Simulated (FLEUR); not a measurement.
Consider TiAl.

```cif
data_structure
_symmetry_space_group_name_H-M 'P 1'
_symmetry_Int_Tables_number 1
_cell_length_a 4.4809
_cell_length_b 4.5010
_cell_length_c 3.1876
_cell_angle_alpha 89.951
_cell_angle_beta 91.771
_cell_angle_gamma 89.684
_cell_volume 64.26
loop_
_atom_site_label
_atom_site_type_symbol
_atom_site_fract_x
_atom_site_fract_y
_atom_site_fract_z
_atom_site_occupancy
Ti1 Ti 0.50000 0.50000 0.00000 1
Ti2 Ti 0.00000 0.00000 0.00000 1
Al1 Al 0.50000 0.00000 0.50000 1
Al2 Al 0.00000 0.50000 0.50000 1
```

Space group P-1; a structure from a database of computed crystals, not necessarily the ambient phase; changed on purpose from its base cell (cell strained at random at fixed volume).

The calculation used Kohn-Sham DFT of a periodic cell, PBE, all-electron in FLEUR.

Predict the electron density between the atoms.

Answer. Ti–Al (2.76 Å): ρ is about 0.2 e/Å³ halfway.

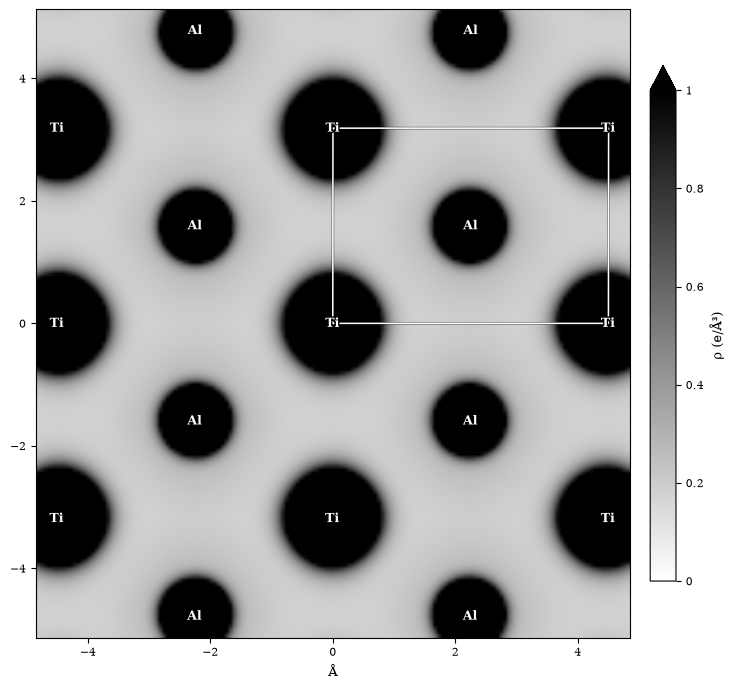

Computed electron density on the (100) plane of the standardised cell. 
